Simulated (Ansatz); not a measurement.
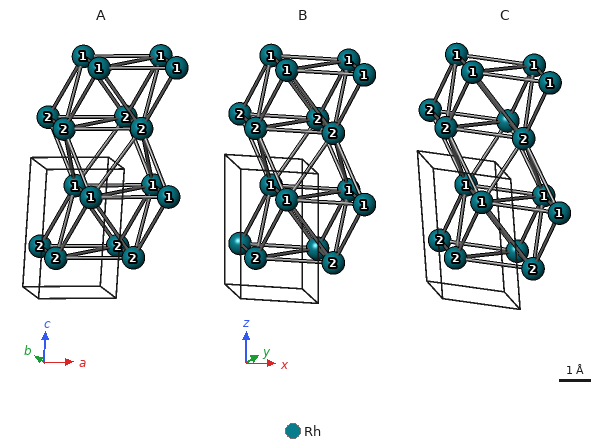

Energy scan for solid Rh (P6_3/mmc), in which the cell is strained in shear in the xz plane, with the atoms kept at their fractional coordinates. x, y and z are the Cartesian axes of the input. Style: ball-and-stick. Shown: the cell of the calculation, repeated 2 × 2 × 2 with one cell outlined, slightly off an axis.

Level of theory: DFT PBEsol, scalar-relativistic, plane waves, PAW (Ansatz). Settings: plane-wave cutoff 420 eV; k-point mesh 24 × 24 × 14; occupations gaussian; smearing width 0.15 eV; no spin polarisation. Energies (free energies at the smearing named) are counted from the relaxed crystal.

Question: Order these geometries by energy, lowest first.

Answer: Lowest first: B (the strain 0.00, 0.0 meV/atom), A (the strain 0.1312, 62.9 meV/atom), C (the strain −0.15, 82.9 meV/atom). Over the whole scan: the lowest computed point lies at the strain 0.00 (0.0 meV/atom). At the ends of the scan the energy is 82.9 meV/atom (−0.15) and 82.9 meV/atom (0.15). The distortion takes the space group from P6_3/mmc to C2/c. At the strain −0.15 the cell of the drawing goes a 2.689 → 2.696 Å, b 2.689 → 2.691 Å, c 4.329 → 4.341 Å, α 90.0° → 85.7°, β 90.0° → 98.6°, γ 120.0° → 120.1°.
